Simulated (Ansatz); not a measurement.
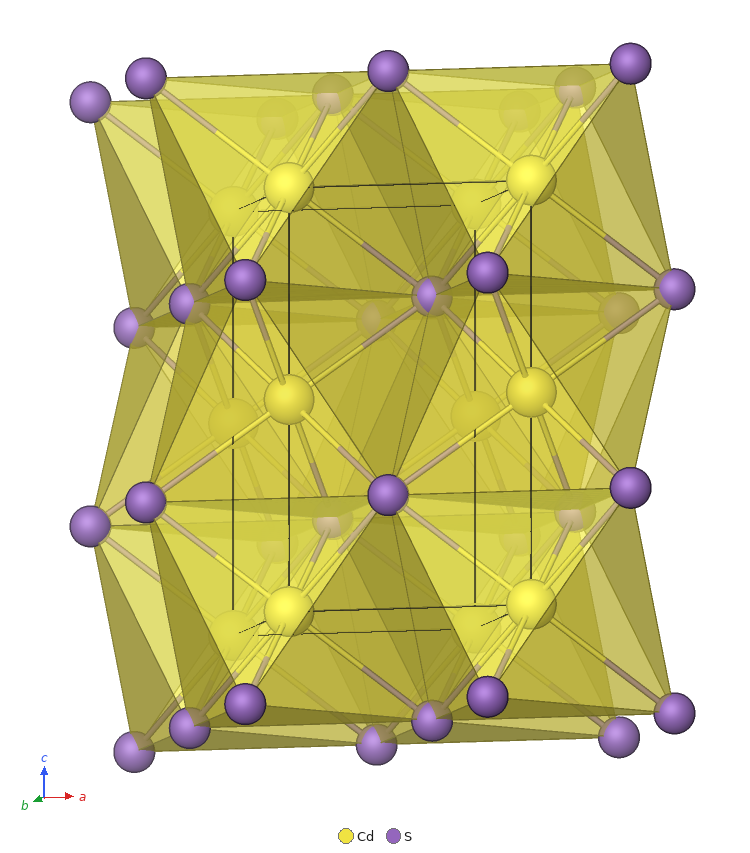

Structure drawing (polyhedral), viewed from a general direction. One conventional unit cell is framed, with atoms on its boundary repeated. Some atoms of the next cells are drawn as well.

CdS, space group P6_3/mmc (No. 194), a = 3.84 Å, b = 3.84 Å, c = 6.45 Å, α = 90.00°, β = 90.00°, γ = 120.00°.

Setup: G0W0 on PBE, plane waves, PAW (Ansatz); wavefunction cutoff 420 eV, the zone sampled with 6×6×2 points, no spin polarisation.

What is the electronic character?

A semiconductor at this level, with a gap of 0.64 eV, direct.

The initial geometry was a structure type filled with these elements by a generator (whether the compound takes this form wasn't checked). Earlier steps of the study, as a rule a relaxation of our own, may have changed the cell and positions, so they can lie some per cent off the listed ones. It went into a calculation with Ansatz.
